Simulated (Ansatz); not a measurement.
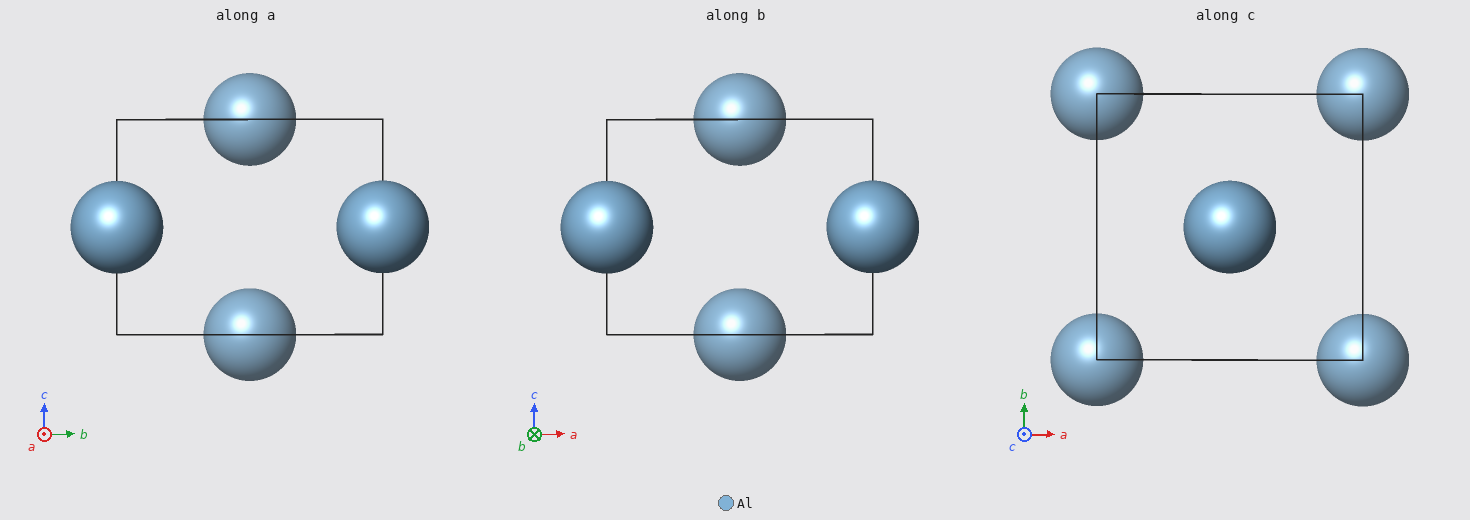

A spheres-only rendering, viewed along the a axis, along the b axis and along the c axis. The parallelepiped is the drawn cell (a repeat of the simulation cell).

Lattice parameters: a = 3.4774 Å, b = 3.4774 Å, c = 2.8142 Å, α = 89.931°, β = 89.931°, γ = 90.085°.

> Put the structure into a CIF in P1 with every atom of the cell.

```cif
data_structure
_symmetry_space_group_name_H-M 'P 1'
_symmetry_Int_Tables_number 1
_cell_length_a 3.4774
_cell_length_b 3.4774
_cell_length_c 2.8142
_cell_angle_alpha 89.931
_cell_angle_beta 89.931
_cell_angle_gamma 90.085
_cell_volume 34.03
loop_
_atom_site_label
_atom_site_type_symbol
_atom_site_fract_x
_atom_site_fract_y
_atom_site_fract_z
_atom_site_occupancy
Al1 Al 0.0000 0.0000 0.5000 1
Al2 Al 0.5000 0.5000 0.0000 1
```

Starting structure: a structure type filled with this element by a generator (whether the element takes this form wasn't checked). Atoms and cell were optimised with Ansatz 0.2.0, DFT PBE, scalar-relativistic, plane waves, PAW.
